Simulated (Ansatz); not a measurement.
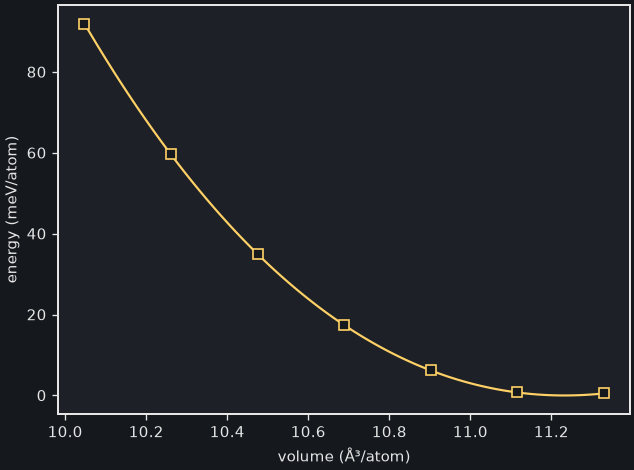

The figure shows the energy against volume for Co, space group P6_3/mmc (No. 194).

Starting cell:
```
Co
1.0
     2.47056    0.00000    0.00000
    -1.23528    2.13957    0.00000
     0.00000    0.00000    8.08823
Co
4
Direct
  0.66667 0.33333 0.75000
  0.00000 0.00000 0.50000
  0.33333 0.66667 0.25000
  0.00000 0.00000 0.00000
```

How it was computed, with Ansatz 0.2.0: plane-wave DFT, collinear spins; energies at scaled volumes of the given cell, shape and fractions fixed, counted from the fit's minimum, third-order Birch-Murnaghan fit. Level: RPBE, collinear spin.

k mesh 12×12×4; occupations Fermi–Dirac; smearing width 0.05 eV; potentials Ansatz PAW; wave cutoff 420 eV; density cutoff 1680 eV.

From this curve and the settings, what does the calculation give for the pressure at the same points?

The pressure falls from 27.32 GPa at volume 10.05 Å³/atom to −1.61 GPa at 11.33 Å³/atom, and changes sign near 11.24 Å³/atom.

| volume (Å³/atom) | pressure (GPa) |
| --- | --- |
| 10.05 | 27.32 |
| 10.26 | 21.29 |
| 10.47 | 15.76 |
| 10.69 | 10.70 |
| 10.90 | 6.15 |
| 11.12 | 2.07 |
| 11.33 | −1.61 |

Note: the functional was run on potentials made for another functional; shape and atomic fractions are frozen while scaling, which makes layered, chain and framework solids too stiff.
